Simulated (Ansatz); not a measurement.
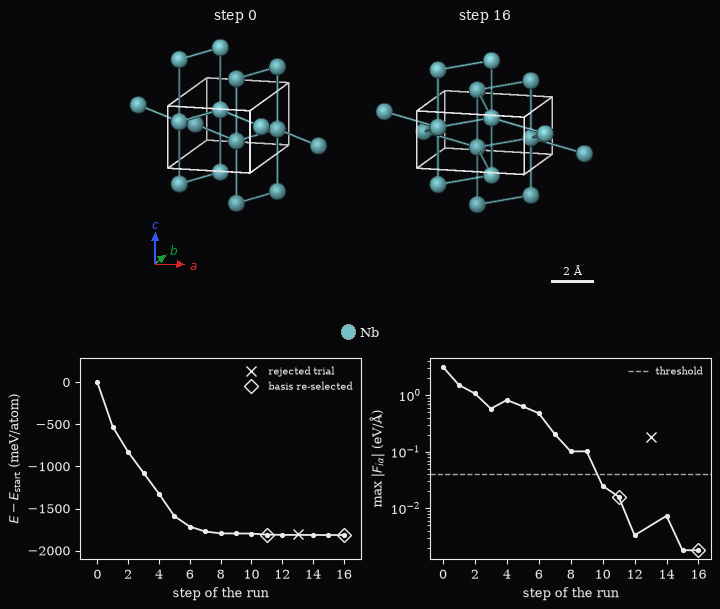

First and last geometry of a relaxation of a crystal of Nb (built on the N_62 type) (coarse preliminary run), with the history of the run. The picture is a ball-and-stick view of the cell of the calculation, seen slightly off an axis.

Case: N type (Pnma, No. 62).

Method: DFT PBE, scalar-relativistic, plane waves, PAW in Ansatz.

The input:
```yaml
crystal:
  lattice:
    - [4.0945540458, 0.0, 0.0]
    - [0.0, 6.7880446416, 0.0]
    - [0.0, 0.0, 3.0530250319]
  atoms:
    - { symbol: Nb, position: [0.0205, 0.25, 0.6348] }
    - { symbol: Nb, position: [0.9795, 0.75, 0.3652] }
    - { symbol: Nb, position: [0.4795, 0.75, 0.1348] }
    - { symbol: Nb, position: [0.5205, 0.25, 0.8652] }
basis:
  ecutwfc: 420
kpoints:
  mp_grid: { grid: [4, 4, 6] }
hamiltonian:
  xc: pbe
scf:
  occupations: { method: gaussian, width: 0.1 }
  lower_state_search: "off"
output:
  forces: true
  stress: true
  eigenvalues: true
relax:
  adjacent_minimum: "off"
  f_tol: 0.04
  max_steps: 70
  cell: { stress_tol: 0.4 }
```

Did the run converge, and what did it change?

It converged. The largest moves relative to the cell, 0.60 Å, are those of Nb1, Nb2, Nb3 and Nb4. Nb2 goes along −a. The volume changes by −13.5 %, with a 4.095 → 5.347 Å (+30.6 %), b 6.788 → 4.885 Å (−28.0 %), c 3.053 → 2.811 Å (−7.9 %). Some distances before and after: Nb1–Nb3 4.169 → 3.088 Å, Nb1–Nb4 2.165 → 2.743 Å, Nb1–Nb2 3.496 → 2.929 Å, Nb1–Nb4 (another image) 3.116 → 3.461 Å. Bond angles that change, for instance: Nb4–Nb1–Nb4 142.1° → 154.2°, Nb1–Nb1–Nb4 71.0° → 77.1°, Nb1–Nb1–Nb4 109.0° → 102.9°. The space group stays Pnma (No. 62). After 13 accepted moves (16 points after the start) the energy has fallen by 1815 meV per atom. Largest force component: 3.2 eV/Å at the start, 0.0018 eV/Å at the end. The pressure goes from 17.88 to 0.09 GPa. The line search rejected the trial step at point 13 of the run. At 2 points the geometry stayed and the basis and grid were re-selected for the new cell (energy shift of 13.0 meV per atom at most each time).

```csv
step,"E − E(0), meV/atom","largest force component, eV/Å","pressure, GPa","volume, Å³/atom",note
0,0.00,3.1781,17.88,21.214,
1,-528.73,1.5227,2.92,21.542,
2,-828.45,1.0763,1.13,20.646,
3,-1075.62,0.5798,0.32,19.885,
4,-1323.60,0.8239,0.52,19.189,
5,-1590.00,0.6367,2.19,18.468,
6,-1714.35,0.4815,4.40,18.022,
7,-1772.86,0.2061,-5.12,18.928,
8,-1795.44,0.1015,-1.87,18.464,
9,-1796.37,0.1021,0.41,18.237,
10,-1797.32,0.0250,0.16,18.258,
11,-1810.33,0.0161,1.22,18.258,"same geometry, new basis"
12,-1812.94,0.0033,0.71,18.296,
13,-1808.45,0.1852,-0.36,18.415,rejected
14,-1814.18,0.0074,0.39,18.325,
15,-1814.67,0.0018,0.09,18.354,
16,-1814.69,0.0018,0.09,18.354,"same geometry, new basis"
```

Limits of the set-up: the k-point mesh is coarse for a cell with partly filled bands.
